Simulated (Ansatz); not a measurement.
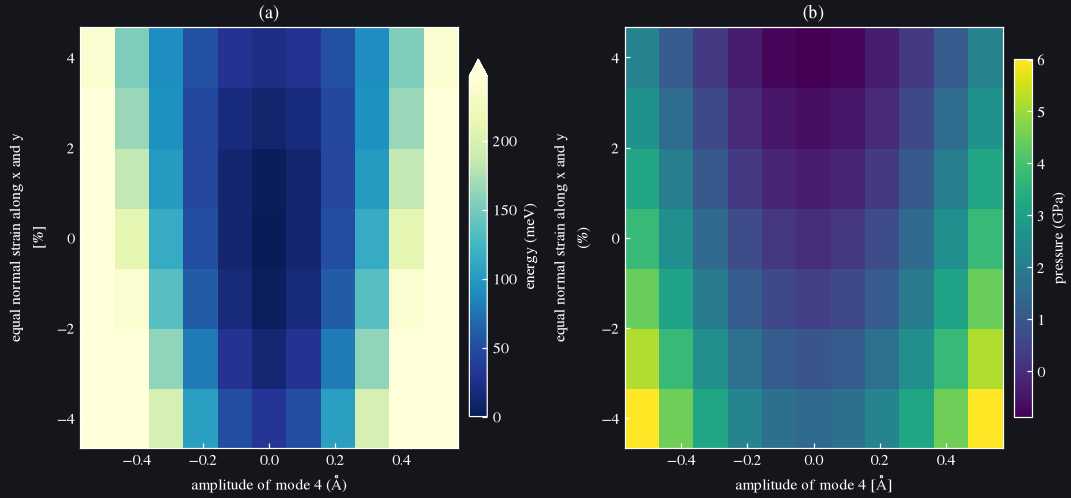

RbBr (Pm-3m, No. 221; 2 atoms in the cell). 
- The energy is mapped over a normal mode and a strain (zone-centre modes of the 2-atom cell of this scan) (x, y and z along the cube axes).
- Coordinates scanned: (1) amplitude of mode 4 (63 cm⁻¹), largest displacement in the unstrained cell; (2) equal normal strain along x and y.
- Nothing is relaxed (the pattern is fixed in fractional coordinates).
- The grid has 11 × 7 points; 42 points were computed and 35 follow by symmetry.
- Points are written as (first, second).
- All energies are given in meV per cell relative to the lowest grid point.
- Theory: DFT PBE, scalar-relativistic, plane waves, PAW (Ansatz 0.2.0). Settings: cutoff 420 eV, k-mesh 6×6×6, gaussian smearing 0.05 eV, no spin polarisation.

Panel (a) is the energy and panel (b) the computed pressure on the same grid.

The picture shows one coloured cell a grid point, one colour for all values above the top of the scale.

### How does the pressure vary over the map, and what is it at the lowest grid point?

It runs from −0.9 GPa at (0.000 Å, 4.00 %) to 6.0 GPa at (−0.519 Å, −4.00 %). At the lowest grid point, (0.000 Å, 0.00 %), it is 0.0 GPa.
